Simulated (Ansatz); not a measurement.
MgS

Input file:

```
crystal:
  lattice:
    - [0.0, 2.53660875, 2.60165]
    - [2.53660875, 0.0, 2.60165]
    - [2.53660875, 2.53660875, 0.0]
  atoms:
    - { symbol: Mg, position: [0.0, 0.0, 0.0] }
    - { symbol: S, position: [0.5, 0.5, 0.5] }
basis:
  ecutwfc: 420
kpoints:
  mp_grid: { grid: [8, 8, 8] }
hamiltonian:
  xc: pbesol
scf:
  occupations: { method: gaussian, width: 0.05 }
output:
  forces: true
  stress: true
  eigenvalues: true
  write_density: true
  write_potential: true
  elf: true
  volumetric_format: npy
```

Launched as:

```sh
ansatz run input.yaml --threads 1 --pin off --max-ram 2560MiB --backend cpu --events-out ev --progress --plain --runs-dir out
```

Below, planes, directions and counts refer to the conventional cell (a = 3.59 Å, b = 3.59 Å, c = 5.20 Å, α = 90.00°, β = 90.00°, γ = 90.00°).

Space group I4/mmm; changed on purpose from its base cell (strain -0.025 along x and y, +0.000 along z, atoms carried along); computed pressure about 3 GPa in this cell.

All numbers below come from DFT PBEsol, scalar-relativistic, plane waves, PAW in Ansatz 0.2.0.

**What can the converged valence pseudo-density and electron localisation function tell about the bonding?**

Mg–S (2.54 Å): the density is about 0.3 e/Å³ at the midpoint; the ELF peaks at about 0.90 in the valence shell of S, 0.9 Å from its nucleus, and falls to about 0.05 next to Mg (a closed-shell, largely ionic contact).
Mg–S (2.60 Å): ρ at the midpoint is about 0.27 e/Å³; the ELF peaks at about 0.85 in the valence shell of S, 0.9 Å from its nucleus, and falls to about 0.05 next to Mg: a largely ionic contact.

**Does the calculation make it a metal, or give it a gap?**

It is gapped, with a Kohn–Sham gap of 2.7 eV on the k-point mesh (the band edges may lie off the mesh, which would make the gap smaller).

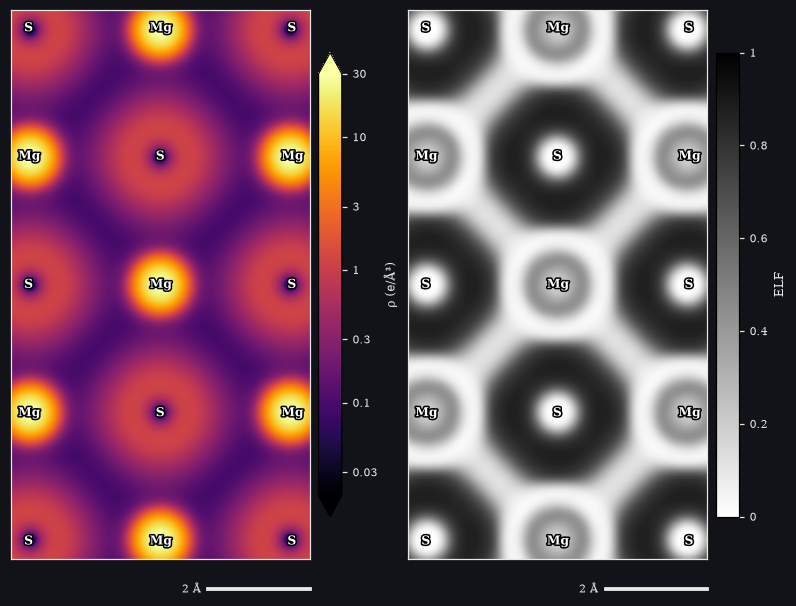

Computed valence pseudo-density and electron localisation function on the (110) plane of the conventional cell, in this order. 

Core electrons are frozen (PAW), and the valence fields are smoothed inside the atomic spheres.
